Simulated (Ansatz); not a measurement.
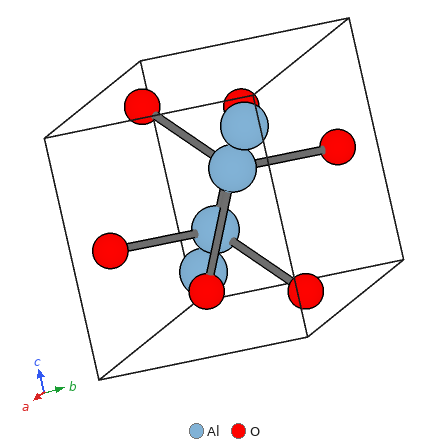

System: interstitial (added H) in Al₂O₃. The picture shows the cell.

The given structure:
```xyz
10
Lattice="2.3869 1.3781 4.3383 -2.3869 1.3781 4.3383 0.0000 -2.7562 4.3383" Properties=species:S:1:pos:R:3 pbc="T T T"
Al    0.0000    0.0000    1.9249
Al    0.0000    0.0000    4.5825
Al    0.0000    0.0000    8.4324
Al    0.0000    0.0000   11.0900
O     0.9266    1.3781    7.5920
O    -0.7302    1.4915    5.4229
O     0.7302   -1.4915    7.5920
O    -1.6567    0.1134    7.5920
O     1.6567   -0.1134    5.4229
O    -0.9266   -1.3781    5.4229
```

How it was computed, with Ansatz 0.2.0: charge states of a point defect in a periodic supercell, each relaxed, energies over the elements' standard states with the Fermi level at the host's valence band top, point-charge and potential alignment terms added, no band filling term, levels over that top; plane waves with PAW datasets; energies extrapolated to zero smearing. Level: PBEsol, allowed.

- host atoms in supercell: 40
- wave cutoff: 420 eV
- k mesh: 2×2×2
- occupations: Gaussian
- smearing width: 0.01 eV
- k shift: (0.5, 0.5, 0.5) (mesh steps)
- start displacement: 0 Å
- defect kind: interstitial
- added element: H
- defect place: (0, 0, 0) (fraction of the host cell vector)
- host gap: 6.03 eV
- static dielectric xx yy zz: (9.72, 9.72, 11.81)

Describe the result: the formation energy of each charge state against the Fermi level.

The stable charge changes at 2.83 eV (+1/0) and 3.79 eV (0/−1) above the valence band top. The lowest state is +1 at the valence band top, 0 at mid-gap and −1 at the conduction band bottom, 6.03 eV higher. With the Fermi level at mid-gap the formation energy is 3.4 eV against the elements' standard states.

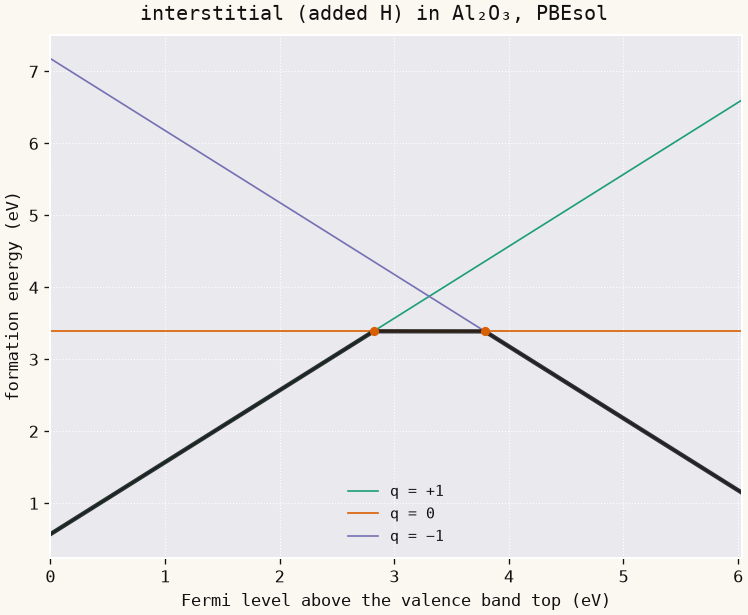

The thick line follows the lowest charge state; the axis spans the host's computed gap.

Limits of the calculation: charged cell in a neutralising background; coarse k mesh; potential alignment in doubt; small supercell; symmetry that the supercell leaves at the site kept.
